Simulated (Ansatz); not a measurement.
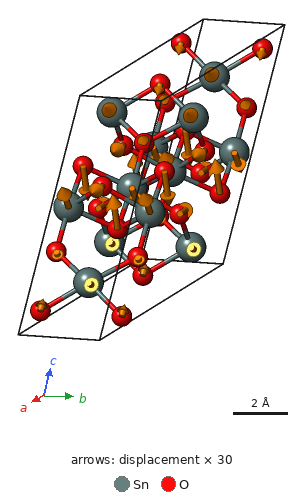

A relaxation of a crystal of SnO2 (set up in C2/m). The starting structure is drawn; orange arrows show the displacements, 30 times their true length.

The picture is a ball-and-stick view of the conventional cell (2 times the calculation's cell), seen slightly off an axis. Lengths and directions refer to the drawn axes.

The run lets the atoms move in a fixed cell, from this start: strain = -0.04. The cell is held at a strain of −4.0 % (one member of a series).

Method: Ansatz, Kohn-Sham DFT of a periodic cell, PBE, Ansatz PAW.

The input:
```yaml
crystal:
  lattice:
    - [-5.4807762, 5.4807762, 1.616233]
    - [5.4807762, -5.4807762, 1.616233]
    - [5.2658438, 5.2658438, -1.616233]
  atoms:
    - { symbol: Sn, position: [0.3510765, 0.8310675, 0.182144] }
    - { symbol: Sn, position: [0.8310675, 0.6489235, 0.479991] }
    - { symbol: Sn, position: [0.1689325, 0.3510765, 0.520009] }
    - { symbol: Sn, position: [0.6489235, 0.1689325, 0.817856] }
    - { symbol: O, position: [0.2056015, 0.1549285, 0.36053] }
    - { symbol: O, position: [0.8450715, 0.2056015, 0.050673] }
    - { symbol: O, position: [0.7943985, 0.8450715, 0.63947] }
    - { symbol: O, position: [0.1549285, 0.7943985, 0.949327] }
    - { symbol: O, position: [0.1610445, 0.5429605, 0.704005] }
    - { symbol: O, position: [0.5429605, 0.8389555, 0.381916] }
    - { symbol: O, position: [0.4570395, 0.1610445, 0.618084] }
    - { symbol: O, position: [0.8389555, 0.4570395, 0.295995] }
hamiltonian:
  xc: pbe
  pseudopotentials: { kind: paw }
kpoints:
  mp_grid: { grid: [7, 7, 7] }
scf:
  occupations: { method: fermi_dirac, width: 0.05 }
output:
  forces: true
  stress: true
  eigenvalues: true
relax:
  f_tol: 0.01
  max_steps: 40
```

Command:
```bash
ansatz run input.yaml --threads 4 --pin off --max-ram 11264MiB --backend cpu --events-out ev --progress --plain --runs-dir out
```

> Describe the change and its energy.

Over 4 accepted moves (5 points after the start) the energy falls by 3.4 meV per atom. Largest force component: 0.45 eV/Å at the start, 0.0055 eV/Å at the end. 1 step only repeated the SCF at the same geometry. The largest moves, 0.053 Å, are those of O atoms. By element the largest moves are O 0.053 Å, Sn 0.043 Å. The lattice vectors keep their values. Among the contacts that change: O–Sn 2.160 → 2.140 Å, O–Sn 2.116 → 2.105 Å, O–Sn 2.129 → 2.124 Å. Bond angles that change, for instance: O–Sn–O 171.7° → 167.5°, O–Sn–O 91.9° → 94.3°, Sn–O–Sn 97.1° → 99.2°. The space group stays C2/m (No. 12). The run took 36 s on 4 threads of AMD EPYC 9R45 96-Core Processor (Zen 5), on a shared host, peak memory 1.2 GiB.
